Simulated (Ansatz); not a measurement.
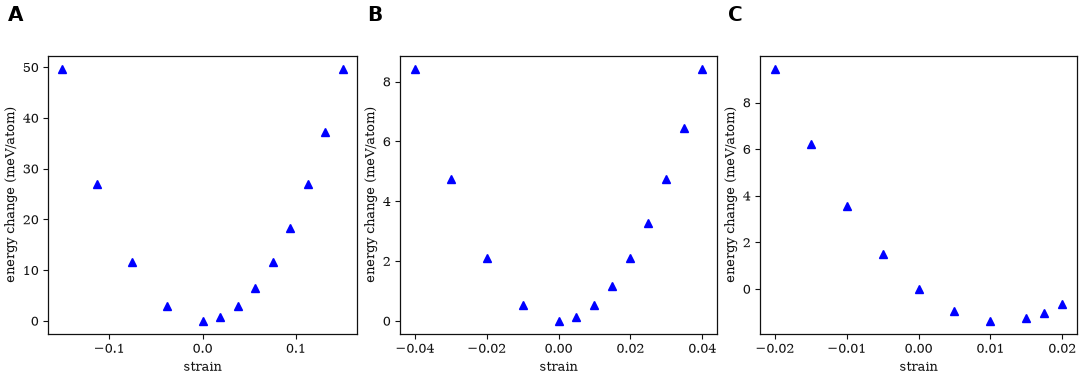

Each panel shows the energy change against strain for one of these solids: AlNi, Cmmm (No. 65), 11.7 Å³/atom, strain pattern [1, 0, 0, 0, 0, 0]; AlNi₃, Fm-3m (No. 225), 11.0 Å³/atom, strain pattern [0, 0, 0, 1, 0, 0]; Ti₄O₃, I4/mmm (No. 139), 10.4 Å³/atom, strain pattern [0, 0, 0, 0, 1, 0].

How it was computed, with Ansatz 0.2.0: homogeneous strain of a crystal along one Voigt pattern with engineering shear, fractional coordinates fixed, by plane-wave density functional theory with PAW datasets, free energies less that of the undisturbed cell; scalar-relativistic. Level: PBEsol, no spin polarisation.

### Match the panels to the solids.

A is Ti₄O₃ (energy change from 0.00 meV/atom to 49.71 meV/atom); B is AlNi₃ (energy change from 0.00 meV/atom to 8.43 meV/atom); C is AlNi (energy change from −1.37 meV/atom to 9.45 meV/atom).

For AlNi, limits of the calculation: no spin polarisation, a magnetic state may lie lower; reference crystal is not relaxed.

For AlNi₃, limits of the calculation: no spin polarisation, a magnetic state may lie lower.

For Ti₄O₃, limits of the calculation: no spin polarisation, a magnetic state may lie lower.
